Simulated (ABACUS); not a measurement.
**Band-structure run, with input and output: Li (part 2 of 2)**

Li (Im-3m, 1 atom in the cell); Kohn-Sham DFT of a periodic cell, TPSS, SG15 ONCV 1.2 PBE, no spin polarisation (ABACUS 3.10.1); cutoff 1170.09 eV, 7×7×7 k-mesh, fermi-dirac of 0.05 eV. The structure derives from an entry of the Crystallography Open Database.

Geometry of the input (Å; fractional positions):
```
-1.7547  1.7547  1.7547
1.7547  -1.7547  1.7547
1.7547  1.7547  -1.7547
Li 0.0000  0.0000  0.0000
```

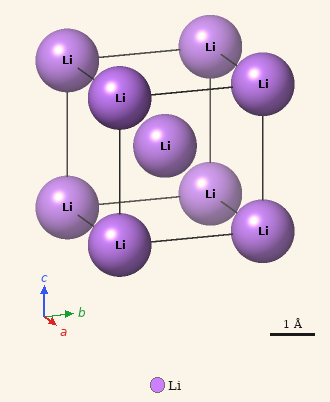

Fig. 1: The input geometry (spheres-only view of the cell 2 times as large as that of the calculation, set on its symmetry axes, seen slightly off an axis).

### What the program printed, continued
```
 PW ALGORITHM --------------- ION=   1  ELEC=   2--------------------------------

 Density error is 0.000459338099699
                          Error Threshold = 0.000422206266657
----------------------------------------------------------
     Energy           Rydberg                 eV
----------------------------------------------------------
 E_KohnSham     -14.3026733492       -194.5978541822
 E_Harris       -14.3684977367       -195.4934409197
 E_Fermi        0.0625448537         0.8509663914
----------------------------------------------------------

 PW ALGORITHM --------------- ION=   1  ELEC=   3--------------------------------

 Density error is 0.000106891830525
                          Error Threshold = 1.531126999e-05
----------------------------------------------------------
     Energy           Rydberg                 eV
----------------------------------------------------------
 E_KohnSham     -14.3123996085       -194.7301867292
 E_Harris       -14.3371692946       -195.0671955965
 E_Fermi        0.0605120063         0.8233080837
----------------------------------------------------------

 PW ALGORITHM --------------- ION=   1  ELEC=   4--------------------------------

 Density error is 6.53685285733e-06
                          Error Threshold = 3.56306101751e-06
----------------------------------------------------------
     Energy           Rydberg                 eV
----------------------------------------------------------
 E_KohnSham     -14.3148482649       -194.7635024084
 E_Harris       -14.3113993815       -194.7165779416
 E_Fermi        0.0608456856         0.8278480227
----------------------------------------------------------

 PW ALGORITHM --------------- ION=   1  ELEC=   5--------------------------------

 Density error is 3.08677300585e-06
                          Error Threshold = 2.17895095244e-07
----------------------------------------------------------
     Energy           Rydberg                 eV
----------------------------------------------------------
 E_KohnSham     -14.3179802631       -194.8061154296
 E_Harris       -14.3156460068       -194.7743562438
 E_Fermi        0.0607516588         0.8265687221
----------------------------------------------------------

 PW ALGORITHM --------------- ION=   1  ELEC=   6--------------------------------

 Density error is 2.37789276155e-07
                          Error Threshold = 1.02892433528e-07
----------------------------------------------------------
     Energy           Rydberg                 eV
----------------------------------------------------------
 E_KohnSham     -14.3179862409       -194.8061967615
 E_Harris       -14.3175420630       -194.8001534109
 E_Fermi        0.0604795148         0.8228660130
----------------------------------------------------------

 PW ALGORITHM --------------- ION=   1  ELEC=   7--------------------------------

 Density error is 1.01164838984e-08
                          Error Threshold = 7.92630920515e-09
----------------------------------------------------------
     Energy           Rydberg                 eV
----------------------------------------------------------
 E_KohnSham     -14.3179863863       -194.8061987405
 E_Harris       -14.3181742408       -194.8087546313
 E_Fermi        0.0604847201         0.8229368355
----------------------------------------------------------

 PW ALGORITHM --------------- ION=   1  ELEC=   8--------------------------------

 Density error is 8.6738494524e-09
                          Error Threshold = 3.37216129945e-10
----------------------------------------------------------
     Energy           Rydberg                 eV
----------------------------------------------------------
 E_KohnSham     -14.3179864349       -194.8061994012
 E_KS(sigma->0) -14.3178132624       -194.8038432690
 E_Harris       -14.3181522962       -194.8084560606
 E_band         -6.9266377712        -94.2417416709
 E_one_elec     -9.5257606246        -129.6046222793
 E_Hartree      3.4664743470         47.1638030905
 E_xc           -3.3194216435        -45.1630484168
 E_Ewald        -4.9389321688        -67.1976195312
 E_entropy(-TS) -0.0003463449        -0.0047122645
 E_descf        0.0000000000         0.0000000000
 E_exx          0.0000000000         0.0000000000
 E_Fermi        0.0604904701         0.8230150680
----------------------------------------------------------

 charge density convergence is achieved
 final etot is -194.8061994 eV
 EFERMI = 0.82301506801 eV

 STATE ENERGY(eV) AND OCCUPATIONS    NSPIN == 1
 1/5 kpoint (Cartesian) = 0.0000 0.0000 0.0000 (1961 pws)
       1       -46.8590     0.00583090
       2       -2.71544     0.00583090
       3        15.2448        0.00000
       4        15.2448        0.00000
       5        15.2448        0.00000
       6        19.4115        0.00000
       7        19.4115        0.00000
       8        19.4115        0.00000
       9        20.3731        0.00000
      10        20.3731        0.00000
      11        20.6492        0.00000
      12        20.6492        0.00000

 2/5 kpoint (Cartesian) = 0.040708 -0.040708 0.0000 (1972 pws)
       1       -46.8565      0.0699708
       2       -2.33059      0.0699708
       3        12.6197        0.00000
       4        13.7793        0.00000
       5        14.5657        0.00000
       6        16.9780        0.00000
       7        17.2795        0.00000
       8        19.2894        0.00000
       9        20.8839        0.00000
      10        21.8492        0.00000
      11        23.8770        0.00000
      12        24.0812        0.00000

 3/5 kpoint (Cartesian) = 0.081416 -0.081416 0.0000 (1968 pws)
       1       -46.8509      0.0699708
       2       -1.18109      0.0699708
       3        8.16982    1.07497e-65
       4        12.0584        0.00000
       5        13.2952        0.00000
       6        15.0054        0.00000
       7        16.9674        0.00000
       8        20.1784        0.00000
       9        23.3484        0.00000
      10        26.4753        0.00000
      11        27.9050        0.00000
      12        28.6005        0.00000

 4/5 kpoint (Cartesian) = 0.12212 -0.12212 0.0000 (1986 pws)
       1       -46.8463      0.0699708
       2       0.571785      0.0695138
       3        4.62331    6.85377e-35
       4        11.1405        0.00000
       5        12.5002        0.00000
       6        14.0128        0.00000
       7        17.1947        0.00000
       8        22.1392        0.00000
       9        24.8909        0.00000
      10        26.7630        0.00000
      11        27.7554        0.00000
      12        32.1480        0.00000

 5/5 kpoint (Cartesian) = 0.040708 0.040708 -0.081416 (1965 pws)
       1       -46.8524       0.139942
       2       -1.55988       0.139942
       3        10.1888    6.25200e-83
       4        10.9732        0.00000
       5        12.9389        0.00000
       6        17.0324        0.00000
       7        17.4204        0.00000
       8        19.8403        0.00000
       9        22.2900        0.00000
      10        24.8541        0.00000
      11        25.0745        0.00000
      12        28.0991        0.00000

------------------------------------------------------------------------------------------
 TOTAL-FORCE (eV/Angstrom)
------------------------------------------------------------------------------------------
                       Li1         0.0000000000         0.0000000000         0.0000000000
------------------------------------------------------------------------------------------

----------------------------------------------------------------
 TOTAL-STRESS (KBAR)
----------------------------------------------------------------
       -21.6178257862         0.0000000000         0.0000000000
         0.0000000000       -21.6178257862        -0.0000000000
        -0.0000000000        -0.0000000000       -21.6178257862
----------------------------------------------------------------
 TOTAL-PRESSURE: -21.617826 KBAR

 --------------------------------------------
 !FINAL_ETOT_IS -194.8061994012385014 eV
 --------------------------------------------
```

### Standard output
```
ABACUS v3.10.1

               Atomic-orbital Based Ab-initio Computation at UStc                    ,Local thread limit: 72

 dft_functional readin is: MGGA_X_TPSS+MGGA_C_TPSS
 dft_functional in pseudopot file is: PBE
 Please make sure this is what you need

%%%%%%%%%%%%%%%%%%%%%%%%%%%%%%%%%%%%%%%%%%%%%%%%%%%%%%%%%%%%%%%%%%%%%%%%%%%%%%%%%%%%%%%%%%%%%%%%%%%%%%%%%
 Warning: the number of valence electrons in pseudopotential > 1 for Li: [He] 2s1
 Pseudopotentials with additional electrons can yield (more) accurate outcomes, but may be less efficient.
 If you're confident that your chosen pseudopotential is appropriate, you can safely ignore this warning.
%%%%%%%%%%%%%%%%%%%%%%%%%%%%%%%%%%%%%%%%%%%%%%%%%%%%%%%%%%%%%%%%%%%%%%%%%%%%%%%%%%%%%%%%%%%%%%%%%%%%%%%%%

 UNIFORM GRID DIM        : 36 * 36 * 36
 UNIFORM GRID DIM(BIG)   : 36 * 36 * 36
func,idMGGA_X_TPSS 202
func,idMGGA_C_TPSS 231
 ---------------------------------------------------------
 Self-consistent calculations for electrons
 ---------------------------------------------------------
 SPIN    KPOINTS         PROCESSORS  THREADS
 1       20              4           4
 ---------------------------------------------------------
 Use plane wave basis
 ---------------------------------------------------------
 ELEMENT NATOM       XC
 Li      1
 ---------------------------------------------------------
 Initial plane wave basis and FFT box
 ---------------------------------------------------------
 -------------------------------------------
 SELF-CONSISTENT :
 -------------------------------------------
 START CHARGE      : atomic
 ITER       ETOT/eV          EDIFF/eV         DRHO         DKIN     TIME/s
 DA1     -1.93962557e+02   0.00000000e+00   1.2666e-02   9.4147e-01   2.67
 DA2     -1.94597854e+02  -6.35297607e-01   4.5934e-04   2.5968e-01   0.89
 DA3     -1.94730187e+02  -1.32332547e-01   1.0689e-04   2.1724e-02   1.15
 DA4     -1.94763502e+02  -3.33156792e-02   6.5369e-06   8.4943e-03   1.35
 DA5     -1.94806115e+02  -4.26130212e-02   3.0868e-06   2.3537e-03   1.21
 DA6     -1.94806197e+02  -8.13319433e-05   2.3779e-07   6.2997e-04   1.38
 DA7     -1.94806199e+02  -1.97894503e-06   1.0116e-08   5.3799e-04   0.98
 DA8     -1.94806199e+02  -6.60755564e-07   8.6738e-09   6.2244e-04   1.15
----------------------------------------------------------------
 TOTAL-STRESS (KBAR)
----------------------------------------------------------------
       -21.6178257862         0.0000000000         0.0000000000
         0.0000000000       -21.6178257862        -0.0000000000
        -0.0000000000        -0.0000000000       -21.6178257862
----------------------------------------------------------------
 TOTAL-PRESSURE: -21.617826 KBAR
```
